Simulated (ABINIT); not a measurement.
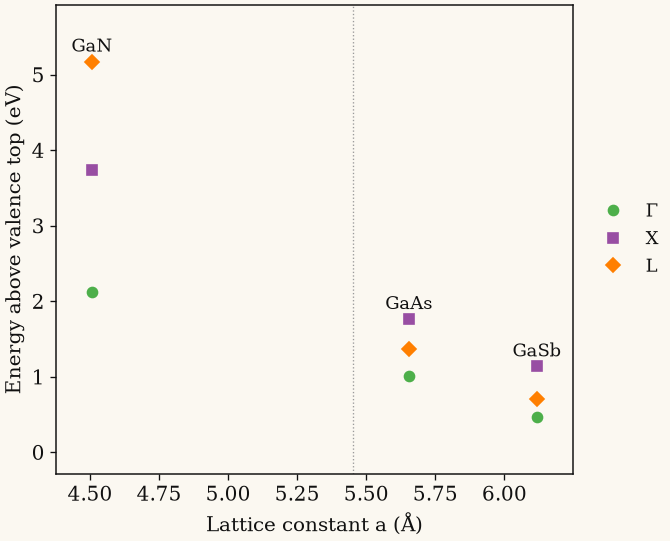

Lowest conduction level at each named k point, counted from the valence-band top at Γ, for four zincblende crystals against the lattice constant, each in its database cell. All by ABINIT with r2SCAN, without spin-orbit coupling, no moments; potentials: JTH PAW PBE v2.0.

```
compound  a (Å)    k mesh  Γ (eV)  X (eV)  L (eV)  smallest gap found (eV)
     GaN  4.507     8×8×8    2.12    3.74    5.17                     2.12
    GaAs  5.654  10×10×10    1.01    1.76    1.37                     1.01
    GaSb  6.118     6×6×6    0.47    1.14    0.70                     0.47
```

**GaP (a = 5.451 Å, dotted line) is left out. Estimate its value at Γ.**

A straight line through the other values at Γ gives 1.17 eV. The run gives 2.36 eV at Γ, 1.93 eV at X and 2.06 eV at L, so the line misses by 1.19 eV: a straight line in the lattice constant doesn't capture this level.

**With the valence top at Γ, which of these have their lowest conduction level there too?**

GaN, GaAs and GaSb (direct among these points); GaP has it at X.

The PAW data sets were made with another functional. LDA, GGA and most meta-GGA functionals understate gaps. Spin-orbit coupling is left out, which matters for Sb and As. The usual form of GaN is wurtzite. GaP: measured GaP has its conduction bottom near X; the order of its valleys hangs on the functional and the volume. The cells are as the databases list them, so they lie at different pressures for this functional. In GaP the smallest gap lies off the points plotted.
